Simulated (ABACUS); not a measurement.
Single-point calculation at one volume of an equation of state of ZrS2 (part 2 of 2)

Continued. System: ZrS2 (P-3m1, 3 atoms in the cell). Method: Kohn-Sham DFT of a periodic cell, PBE, PseudoDojo NC SR 0.4.1 PBE standard, no spin polarisation (ABACUS 3.10.1); cutoff 897.98 eV, 8×8×5 k-mesh, fermi-dirac of 0.05 eV. The structure derives from a Materials Project entry. It belongs to a series of runs on one base structure; here: volume scaled by 1.06.

Geometry of the input (Å; fractional positions):
```
3.7638  0.0000  0.0000
-1.8819  3.2595  0.0000
0.0000  0.0000  6.1596
Zr 0.0000  0.0000  0.0000
S  0.3333  0.6667  0.2379
S  0.6667  0.3333  0.7621
```

**What the program printed, continued**
```
----------------------------------------------------------
 E_KohnSham     -145.6461396167      -1981.6173904903
 E_Harris       -146.9951645370      -1999.9718161510
 E_Fermi        0.4431165309         6.0289096983
----------------------------------------------------------

 PW ALGORITHM --------------- ION=   1  ELEC=   2--------------------------------

 Density error is 0.207552175181
                          Error Threshold = 0.00100462989149
----------------------------------------------------------
     Energy           Rydberg                 eV
----------------------------------------------------------
 E_KohnSham     -145.6772116873      -1982.0401476993
 E_Harris       -142.7968122813      -1942.8503032620
 E_Fermi        0.4592445345         6.2483424446
----------------------------------------------------------

 PW ALGORITHM --------------- ION=   1  ELEC=   3--------------------------------

 Density error is 0.0185822964577
                          Error Threshold = 0.000864800729922
----------------------------------------------------------
     Energy           Rydberg                 eV
----------------------------------------------------------
 E_KohnSham     -145.7252311467      -1982.6934859617
 E_Harris       -146.5590950862      -1994.0387868956
 E_Fermi        0.4636579949         6.3083906534
----------------------------------------------------------

 PW ALGORITHM --------------- ION=   1  ELEC=   4--------------------------------

 Density error is 0.000524960549561
                          Error Threshold = 7.74262352403e-05
----------------------------------------------------------
     Energy           Rydberg                 eV
----------------------------------------------------------
 E_KohnSham     -145.7277496025      -1982.7277513115
 E_Harris       -145.8037961968      -1983.7624183079
 E_Fermi        0.4638344704         6.3107917259
----------------------------------------------------------

 PW ALGORITHM --------------- ION=   1  ELEC=   5--------------------------------

 Density error is 0.000246517542803
                          Error Threshold = 2.18733562317e-06
----------------------------------------------------------
     Energy           Rydberg                 eV
----------------------------------------------------------
 E_KohnSham     -145.7279629942      -1982.7306546537
 E_Harris       -145.6081191511      -1981.1000955183
 E_Fermi        0.4643334689         6.3175809490
----------------------------------------------------------

 PW ALGORITHM --------------- ION=   1  ELEC=   6--------------------------------

 Density error is 2.09393073252e-05
                          Error Threshold = 1.02715642835e-06
----------------------------------------------------------
     Energy           Rydberg                 eV
----------------------------------------------------------
 E_KohnSham     -145.7279765241      -1982.7308387373
 E_Harris       -145.6928335171      -1982.2526935978
 E_Fermi        0.4647114862         6.3227241390
----------------------------------------------------------

 PW ALGORITHM --------------- ION=   1  ELEC=   7--------------------------------

 Density error is 3.64756258265e-06
                          Error Threshold = 8.72471138549e-08
----------------------------------------------------------
     Energy           Rydberg                 eV
----------------------------------------------------------
 E_KohnSham     -145.7279836977      -1982.7309363404
 E_Harris       -145.7410211623      -1982.9083201454
 E_Fermi        0.4649186402         6.3255426125
----------------------------------------------------------

 PW ALGORITHM --------------- ION=   1  ELEC=   8--------------------------------

 Density error is 1.54701512928e-07
                          Error Threshold = 1.51981774277e-08
----------------------------------------------------------
     Energy           Rydberg                 eV
----------------------------------------------------------
 E_KohnSham     -145.7279840907      -1982.7309416865
 E_Harris       -145.7305499052      -1982.7658513838
 E_Fermi        0.4649056244         6.3253655247
----------------------------------------------------------

 PW ALGORITHM --------------- ION=   1  ELEC=   9--------------------------------

 Density error is 1.57588541639e-08
                          Error Threshold = 6.44589637201e-10
----------------------------------------------------------
     Energy           Rydberg                 eV
----------------------------------------------------------
 E_KohnSham     -145.7279841561      -1982.7309425764
 E_Harris       -145.7270725255      -1982.7185392063
 E_Fermi        0.4649043053         6.3253475774
----------------------------------------------------------

 PW ALGORITHM --------------- ION=   1  ELEC=  10--------------------------------

 Density error is 5.18743039036e-09
                          Error Threshold = 6.56618923498e-11
----------------------------------------------------------
     Energy           Rydberg                 eV
----------------------------------------------------------
 E_KohnSham     -145.7279841581      -1982.7309426036
 E_KS(sigma->0) -145.7279841050      -1982.7309418814
 E_Harris       -145.7284814241      -1982.7377082556
 E_band         -14.2302127368       -193.6119769720
 E_one_elec     -57.7061834515       -785.1329047732
 E_Hartree      36.0249623707        490.1447584772
 E_xc           -32.6227442865       -443.8552066929
 E_Ewald        -91.4240186847       -1243.8875881704
 E_entropy(-TS) -0.0000001062        -0.0000014443
 E_descf        0.0000000000         0.0000000000
 E_exx          0.0000000000         0.0000000000
 E_Fermi        0.4649083356         6.3254024123
----------------------------------------------------------

 charge density convergence is achieved
 final etot is -1982.7309426 eV
 EFERMI = 6.3254024123 eV

 STATE ENERGY(eV) AND OCCUPATIONS    NSPIN == 1
 1/10 kpoint (Cartesian) = 0.0000 0.0000 0.0000 (4609 pws)
       1       -43.4028     0.00625000
       2       -21.4150     0.00625000
       3       -21.2925     0.00625000
       4       -21.2925     0.00625000
       5       -6.52414     0.00625000
       6       -5.29741     0.00625000
       7        1.86550     0.00625000
       8        3.20743     0.00625000
       9        3.20743     0.00625000
      10        5.69177     0.00624998
      11        5.69177     0.00624998
      12        5.76540     0.00624991
      13        7.35764    6.76077e-12
      14        7.35764    6.76077e-12
      15        8.12801    1.37599e-18
      16        10.5408    1.51769e-39

 2/10 kpoint (Cartesian) = -0.033211 0.019175 0.0000 (4612 pws)
       1       -43.4010      0.0375000
       2       -21.4092      0.0375000
       3       -21.3208      0.0375000
       4       -21.2987      0.0375000
       5       -6.38779      0.0375000
       6       -5.32665      0.0375000
       7        2.05793      0.0375000
       8        3.07028      0.0375000
       9        3.29234      0.0375000
      10        4.83902      0.0375000
      11        5.33922      0.0375000
      12        5.79505      0.0374991
      13        7.43575    8.50552e-12
      14        7.77401    9.80726e-15
      15        8.29092    3.17508e-19
      16        10.2064    7.31053e-36

 3/10 kpoint (Cartesian) = -0.066423 0.038349 0.0000 (4628 pws)
       1       -43.3965      0.0375000
       2       -21.3968      0.0375000
       3       -21.3865      0.0375000
       4       -21.3135      0.0375000
       5       -6.04448      0.0375000
       6       -5.39055      0.0375000
       7        2.50558      0.0375000
       8        2.94615      0.0375000
       9        3.45876      0.0375000
      10        3.51847      0.0375000
      11        4.86843      0.0375000
      12        5.44946      0.0375000
      13        7.26513    2.58040e-10
      14        8.36543    7.15429e-20
      15        8.67967    1.33380e-22
      16        10.3867    1.98695e-37

 4/10 kpoint (Cartesian) = -0.099634 0.057524 0.0000 (4622 pws)
       1       -43.3920      0.0375000
       2       -21.4553      0.0375000
       3       -21.3801      0.0375000
       4       -21.3283      0.0375000
       5       -5.72015      0.0375000
       6       -5.39547      0.0375000
       7        2.16385      0.0375000
       8        3.11796      0.0375000
       9        3.38253      0.0375000
      10        3.52097      0.0375000
      11        4.68038      0.0375000
      12        4.70003      0.0375000
      13        7.06256    1.48308e-08
      14        8.71488    6.59626e-23
      15        9.01257    1.71248e-25
      16        10.9938    1.05988e-42

 5/10 kpoint (Cartesian) = 0.13285 0.23009 0.0000 (4618 pws)
       1       -43.3901      0.0187500
       2       -21.4824      0.0187500
       3       -21.3743      0.0187500
       4       -21.3344      0.0187500
       5       -5.65148      0.0187500
       6       -5.31548      0.0187500
       7        1.79018      0.0187500
       8        3.35139      0.0187500
       9        3.50517      0.0187500
      10        3.61942      0.0187500
      11        4.26140      0.0187500
      12        4.67016      0.0187500
      13        6.97926    3.92308e-08
      14        8.84158    2.61653e-24
      15        9.06565    2.96128e-26
      16        11.1137    4.81699e-44

 6/10 kpoint (Cartesian) = -0.033211 0.057524 0.0000 (4599 pws)
       1       -43.3978      0.0375000
       2       -21.3992      0.0375000
       3       -21.3655      0.0375000
       4       -21.3123      0.0375000
       5       -6.14567      0.0375000
       6       -5.37474      0.0375000
       7        2.41027      0.0375000
       8        2.94454      0.0375000
       9        3.34307      0.0375000
      10        4.03230      0.0375000
      11        4.72864      0.0375000
      12        5.63439      0.0375000
      13        7.67577    6.99711e-14
      14        7.90712    6.84593e-16
      15        8.65672    2.11066e-22
      16        10.1990    8.47883e-36

[... levels at 4 further k points ...]

------------------------------------------------------------------------------------------
 TOTAL-FORCE (eV/Angstrom)
------------------------------------------------------------------------------------------
                       Zr1         0.0000000000         0.0000000000         0.0000000000
                        S1         0.0000000000         0.0000000000        -0.5654193878
                        S2         0.0000000000         0.0000000000         0.5654193878
------------------------------------------------------------------------------------------

----------------------------------------------------------------
 TOTAL-STRESS (KBAR)
----------------------------------------------------------------
       -47.5578424196         0.0000000000         0.0000000000
         0.0000000000       -47.5578424176        -0.0000000000
         0.0000000000        -0.0000000000       -28.7602364634
----------------------------------------------------------------
 TOTAL-PRESSURE: -41.291974 KBAR

 --------------------------------------------
 !FINAL_ETOT_IS -1982.7309426035617435 eV
 --------------------------------------------
```

**Standard output**
```
ABACUS v3.10.1

               Atomic-orbital Based Ab-initio Computation at UStc

%%%%%%%%%%%%%%%%%%%%%%%%%%%%%%%%%%%%%%%%%%%%%%%%%%%%%%%%%%%%%%%%%%%%%%%%%%%%%%%%%%%%%%%%%%%%%%%%%%%%%%%%%
 Warning: the number of valence electrons in pseudopotential > 4 for Zr: [Kr] 4d2 5s2
 Pseudopotentials with additional electrons can yield (more) accurate outcomes, but may be less efficient.
 If you're confident that your chosen pseudopotential is appropriate, you can safely ignore this warning.
%%%%%%%%%%%%%%%%%%%%%%%%%%%%%%%%%%%%%%%%%%%%%%%%%%%%%%%%%%%%%%%%%%%%%%%%%%%%%%%%%%%%%%%%%%%%%%%%%%%%%%%%%

 UNIFORM GRID DIM        : 40 * 40 * 64
 UNIFORM GRID DIM(BIG)   : 40 * 40 * 64
 ---------------------------------------------------------
 Self-consistent calculations for electrons
 ---------------------------------------------------------
 SPIN    KPOINTS         PROCESSORS  THREADS
 1       40              4           4
 ---------------------------------------------------------
 Use plane wave basis
 ---------------------------------------------------------
 ELEMENT NATOM       XC
 Zr      1
 S       2
 ---------------------------------------------------------
 Initial plane wave basis and FFT box
 ---------------------------------------------------------
 -------------------------------------------
 SELF-CONSISTENT :
 -------------------------------------------
 START CHARGE      : atomic
 ITER       ETOT/eV          EDIFF/eV         DRHO     TIME/s
 DA1     -1.98161739e+03   0.00000000e+00   2.4111e-01   3.52
 DA2     -1.98204015e+03  -4.22757209e-01   2.0755e-01   1.95
 DA3     -1.98269349e+03  -6.53338262e-01   1.8582e-02   1.74
 DA4     -1.98272775e+03  -3.42653499e-02   5.2496e-04   1.60
 DA5     -1.98273065e+03  -2.90334216e-03   2.4652e-04   2.25
 DA6     -1.98273084e+03  -1.84083651e-04   2.0939e-05   1.57
 DA7     -1.98273094e+03  -9.76030062e-05   3.6476e-06   2.00
 DA8     -1.98273094e+03  -5.34617573e-06   1.5470e-07   1.57
 DA9     -1.98273094e+03  -8.89883053e-07   1.5759e-08   2.26
 DA10    -1.98273094e+03  -2.71469165e-08   5.1874e-09   2.03
----------------------------------------------------------------
 TOTAL-STRESS (KBAR)
----------------------------------------------------------------
       -47.5578424196         0.0000000000         0.0000000000
         0.0000000000       -47.5578424176        -0.0000000000
         0.0000000000        -0.0000000000       -28.7602364634
----------------------------------------------------------------
 TOTAL-PRESSURE: -41.291974 KBAR
```

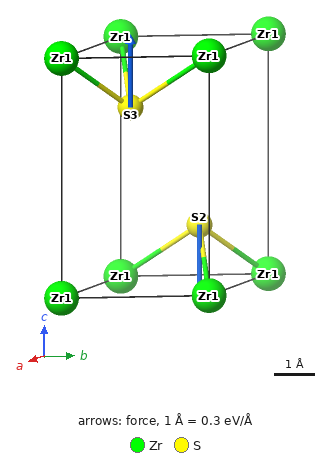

Fig. 1: Forces on the atoms as blue arrows (ball-and-stick view of the cell of the calculation, seen slightly off an axis; atoms are numbered from 1 in the order of the input). The largest act on S2, S3 (0.57 eV/Å). The geometry is not a stationary point of this energy.
